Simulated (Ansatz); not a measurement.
# Geometry relaxation of NbP (part 2 of 2)

The same run, continued: NbP (I4₁md, 4 atoms in the cell); DFT PBE, scalar-relativistic, plane waves, PAW, no spin polarisation (Ansatz 0.2.0); cutoff 420 eV, 14×14×14 k-mesh, Gaussian smearing of 0.05 eV. The structure derives from a Materials Project entry. It belongs to a series of runs on one base structure; here: volume × 1.040.

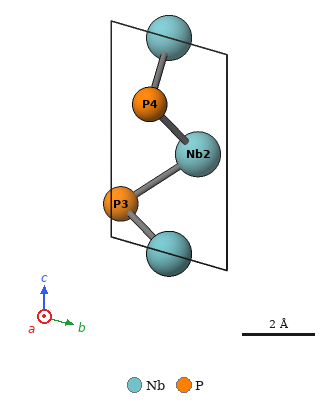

*The geometry at step 3 of the log (ball-and-stick view of the reduced cell, along the a axis; atoms are numbered from 1 in the order of the input).*

```
basis re-selected at this cell: Δ(F+E_penalty+E_count) = +1.834e-7 eV, ΔP = +0.000 GPa vs the last step (what re-selecting the basis moved, of the pressure what is left beyond the Pulay correction that the steps carried, after the strain that the cell walked since its last selection, with what the two solves' SCF thresholds leave and, on support functions, any second-order correction that the steps lacked; it is no measure of the basis error at this ecutwfc). The dense FFT grid was sized anew with the basis: this SCF ran on 32×45×24 points, the steps before it on 36×45×24, so part of this shift can come from that change (see relax.cell in the input reference). This SCF's stress stands 8.46e-3 GPa from its target on what of the cell is left free (relax.cell.stress_tol is 1.00e-1 GPa) and its largest allowed force component is 2.60e-3 eV/Å (relax.f_tol is 1.00e-2 eV/Å): within both
SCF converged after 7 iterations
Free energy (F): -10620.014440 eV
Harris-Foulkes:  -10620.014440 eV  (|F-HF|=0.00e0)
Internal energy: -10620.013873 eV  (E = F + TS)
E sigma→0 (E₀):  -10620.014156 eV
Entropy (-TS):   -0.000567 eV (-0.142 meV/atom)
Fermi energy:    14.292177 eV
--- Per-component energies (eV) ---
  E_band       = -167.986213
  E_kinetic    = 928.826992
  E_local      = -1767.878750  (includes V_loc(G=0)·N_el)
  E_nonlocal   = 304.380369
  E_hartree    = 572.448809
  E_xc         = -475.607454
  E_vxc        = -549.624515  (∫ρ·V_xc dr)
  E_paw        = -7284.574238  (= ΣΔE_a)
  E_vpaw       = -228.587948  (= ΣTr[D̂ρ^β])
  E_aug_tail   = 0.000021  (compensation charges beyond the density's cutoff)
  E_ewald      = -2897.609621
  E_smearing   = -0.000567  (= −TS)
  E_closure    = 0.000000  (closes the sum)
  Σ components = -10620.014440   (vs F -10620.014440, Δ=0.00e0)
--- Forces (eV/Å), atoms counted from 1 ---
  atom   1  Nb    -0.00000000     0.00000000     0.00260489
  atom   2  Nb     0.00000000     0.00000000     0.00260489
  atom   3  P      0.00000000     0.00000000    -0.00260488
  atom   4  P      0.00000000    -0.00000000    -0.00260488
  max |Σ_I F_I| component: 1.08e-8 eV/Å
--- Stress (GPa, compression-positive) ---
       -6.743336      -0.000000      -0.000000
       -0.000000      -6.743336      -0.000000
       -0.000000      -0.000000      -6.730650
  P = ⅓ Tr σ = -6.7391 GPa (-67.391 kbar)
--- Band table (eV; the first three rows and the last of 244) ---
  k-point 0: bands = ["-40.7394", "-40.7088", "-16.9654", "-16.8019", "-16.8019", "-16.6685", "-16.6685", "-16.6346", "1.7410", "4.0098", "8.2677", "11.3612", "12.0986", "12.0986", "12.2417", "12.6286", "12.9422", "12.9422", "15.0927", "15.8006", "16.8012", "17.2806"]
  k-point 1: bands = ["-40.7376", "-40.7077", "-16.9593", "-16.8142", "-16.8112", "-16.6815", "-16.6778", "-16.6328", "1.8721", "4.0534", "8.3430", "11.1453", "11.9923", "12.0915", "12.1007", "12.4402", "12.9835", "13.1057", "14.8853", "15.4985", "16.7991", "16.9689"]
  k-point 2: bands = ["-40.7324", "-40.7048", "-16.9438", "-16.8476", "-16.8352", "-16.7132", "-16.7031", "-16.6326", "2.2416", "4.1573", "8.5970", "10.6244", "11.3990", "11.6753", "11.7549", "12.5321", "13.3182", "13.4007", "14.6162", "14.8464", "16.5623", "16.9991"]
  k-point 243: bands = ["-40.7241", "-40.7241", "-16.8083", "-16.8083", "-16.8024", "-16.8024", "-16.6619", "-16.6619", "2.6695", "2.6695", "10.3263", "10.3263", "11.6628", "11.6628", "11.7511", "11.7511", "13.7245", "13.7245", "15.4248", "15.4248", "16.4568", "16.4568"]
--- Relaxed structure (3 steps of the walk, 2 accepted, 1 SCFs on fresh bases) ---
  F+E_penalty+E_count = -10620.01444012 eV   max|allowed force component| = 2.605e-3 eV/Å   (the final SCF, on the basis selected at the relaxed cell)
  cell:  # Å, volume = 66.5801 Å³
    - [-1.6916078195158144, 1.6916078195158144, 5.8168108758375885]
    - [1.6916078195158144, -1.6916078195158144, 5.8168108758375885]
    - [1.6916078195158144, 1.6916078195158144, -5.8168108758375885]
  atoms:
    - { symbol: Nb, position: [0.49981739935452313, 0.49981739935452313, -2.8833732345639666e-34] }
    - { symbol: Nb, position: [0.24981739935452313, 0.7498173993545231, 0.5] }
    - { symbol: P, position: [0.082811170645477, 0.082811170645477, 1.4960681758420104e-34] }
    - { symbol: P, position: [0.8328111706454773, 0.33281117064547705, 0.5000000000000001] }
```

Trajectory as extended XYZ (Å, eV, eV/Å), 4 frames, from step=1 to step=4
```
4
Lattice="-1.6933 1.6933 5.8051 1.6933 -1.6933 5.8051 1.6933 1.6933 -5.8051" Properties=species:S:1:pos:R:3:forces:R:3 step=1 energy=-10620.01422 pressure_GPa=-6.79
Nb    0.0000    0.0000    5.8040    0.0000   0.0000  -0.0038
Nb    1.6933    0.0000    2.9014    0.0000   0.0000  -0.0038
P     0.0000    0.0000    0.9604    0.0000   0.0000   0.0038
P     0.0000    1.6933    3.8630    0.0000   0.0000   0.0038
4
Lattice="-1.6895 1.6895 5.8311 1.6895 -1.6895 5.8311 1.6895 1.6895 -5.8311" Properties=species:S:1:pos:R:3:forces:R:3 step=2 energy=-10620.01410 pressure_GPa=-6.67 accepted=F
Nb    0.0000    0.0000    5.8274    0.0000   0.0000   0.0174
Nb    1.6895    0.0000    2.9118    0.0000   0.0000   0.0174
P     0.0000    0.0000    0.9673    0.0000   0.0000  -0.0174
P     0.0000    1.6895    3.8829    0.0000   0.0000  -0.0174
4
Lattice="-1.6916 1.6916 5.8168 1.6916 -1.6916 5.8168 1.6916 1.6916 -5.8168" Properties=species:S:1:pos:R:3:forces:R:3 step=3 energy=-10620.01444 pressure_GPa=-6.74
Nb    0.0000    0.0000    5.8147    0.0000   0.0000   0.0026
Nb    1.6916    0.0000    2.9063    0.0000   0.0000   0.0026
P     0.0000    0.0000    0.9634    0.0000   0.0000  -0.0026
P     0.0000    1.6916    3.8718    0.0000   0.0000  -0.0026
4
Lattice="-1.6916 1.6916 5.8168 1.6916 -1.6916 5.8168 1.6916 1.6916 -5.8168" Properties=species:S:1:pos:R:3:forces:R:3 step=4 energy=-10620.01444 pressure_GPa=-6.74
Nb    0.0000    0.0000    5.8147    0.0000   0.0000   0.0026
Nb    1.6916    0.0000    2.9063    0.0000   0.0000   0.0026
P     0.0000    0.0000    0.9634    0.0000   0.0000  -0.0026
P     0.0000    1.6916    3.8718    0.0000   0.0000  -0.0026
```

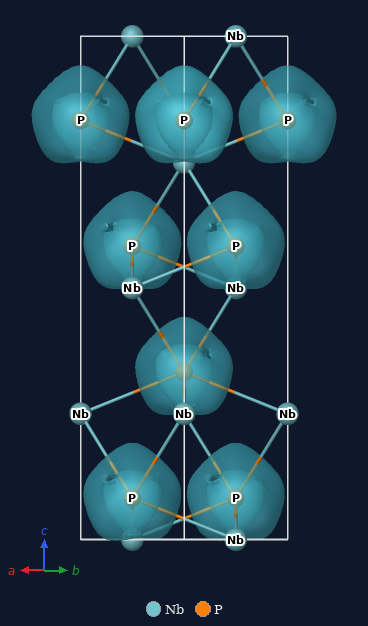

*Isosurface of the ELF at 0.7 (cyan), seen along [110]. Only the valence region is drawn (cores and ρ < 0.01 e/Å³ removed). Sticks mark near contacts. The outline is the cell set on symmetry axes.*

Along the contacts the grid gives the following. Nb–P (2.58 Å): the ELF is about 0.35 at the midpoint; a polar contact without a shared pair, in a metal. In a PAW calculation such maps are meaningful between the atoms, not at the nuclei.

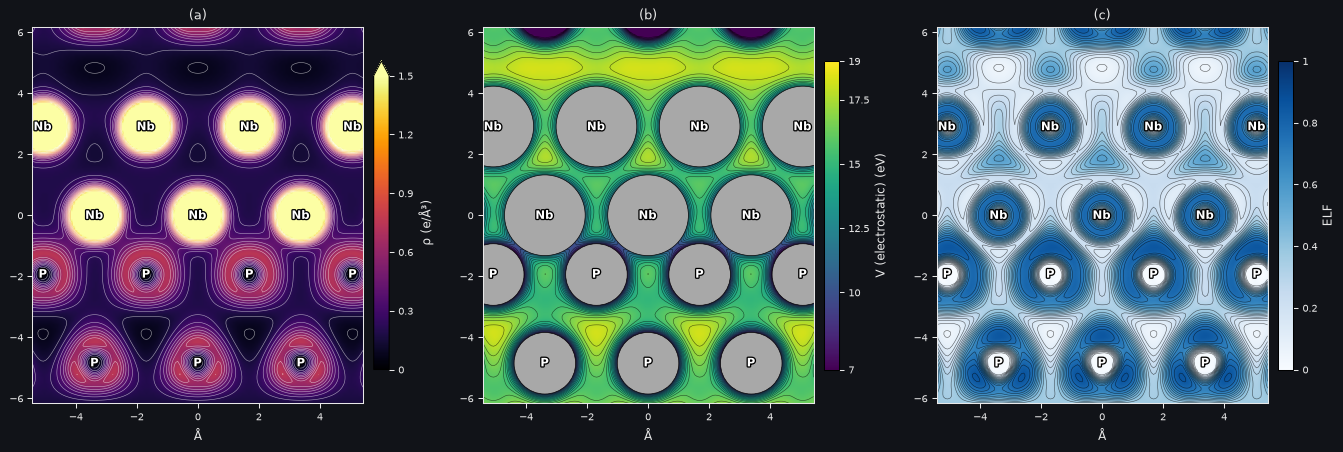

*(a) valence pseudo-density; (b) electrostatic potential energy of an electron; (c) electron localisation function on the (100) plane of the conventional cell. Grey discs, where drawn, cover atomic cores.*

Nb–P (2.58 Å): the density is about 0.41 e/Å³ at the midpoint; the ELF is about 0.35 at the midpoint; no shared pair; the contact is polar. Away from the nuclei the density in this plane falls to 0.07 e/Å³ at its lowest. The ELF has a maximum of about 0.55 in the space between the atoms. The strong features right at Nb lie inside the PAW spheres (semicore, d or f shells) and say nothing about bonding. Outside the cores the potential energy rises away from the atoms and is highest about 2.0 Å from the nearest atoms; outside the discs it spans about 11 eV, and its zero is arbitrary.

The run was set up as follows.

Input
```yaml
crystal:
  lattice:
    - [-1.6933159992, 1.6933159992, 5.8050810552]
    - [1.6933159992, -1.6933159992, 5.8050810552]
    - [1.6933159992, 1.6933159992, -5.8050810552]
  atoms:
    - { symbol: Nb, position: [0.499905135, 0.499905135, 0.0] }
    - { symbol: Nb, position: [0.249905135, 0.749905135, 0.5] }
    - { symbol: P, position: [0.082723435, 0.082723435, 0.0] }
    - { symbol: P, position: [0.832723435, 0.332723435, 0.5] }
basis:
  ecutwfc: 420
  ecutrho_ratio: 4
kpoints:
  mp_grid: { grid: [14, 14, 14] }
hamiltonian:
  xc: pbe
scf:
  occupations: { method: gaussian, width: 0.05 }
output:
  forces: true
  stress: true
  eigenvalues: true
  write_density: true
  write_potential: true
  elf: true
  volumetric_format: npy
relax:
  f_tol: 0.01
  max_steps: 40
  cell: { stress_tol: 0.1, fix: [volume] }
```

Launched with:
```bash
ansatz run input.yaml --threads 4 --pin off --max-ram 7168MiB --backend cpu --events-out ev --progress --plain --runs-dir out
```

Key numbers

| quantity | value |
| --- | --- |
| outcome | converged |
| space group (tolerance 0.01 Å) | I4₁md (109) |
| electrons treated | 36 |
| free energy | −10620.0144 eV |
| Fermi energy | 14.292 eV |
| gap on the k-point mesh | none (metallic) |
| pressure | −6.74 GPa |
| final volume | 66.58 Å³ |
| largest force (length of the vector) at the end | 0.003 eV/Å |
| final cell | a = 6.290 Å, b = 6.290 Å, c = 6.290 Å, α = 148.80°, β = 148.80°, γ = 44.71° |
| hardware | 4 threads of Arm Neoverse V1, 24 GiB of memory available, shared host |
| wall time | 58 s (CPU time 3.8 min) |
| peak memory | 0.69 GiB |

Remarks

The cell is under a tension of 6.7 GPa at this level, so it is not at its equilibrium volume.
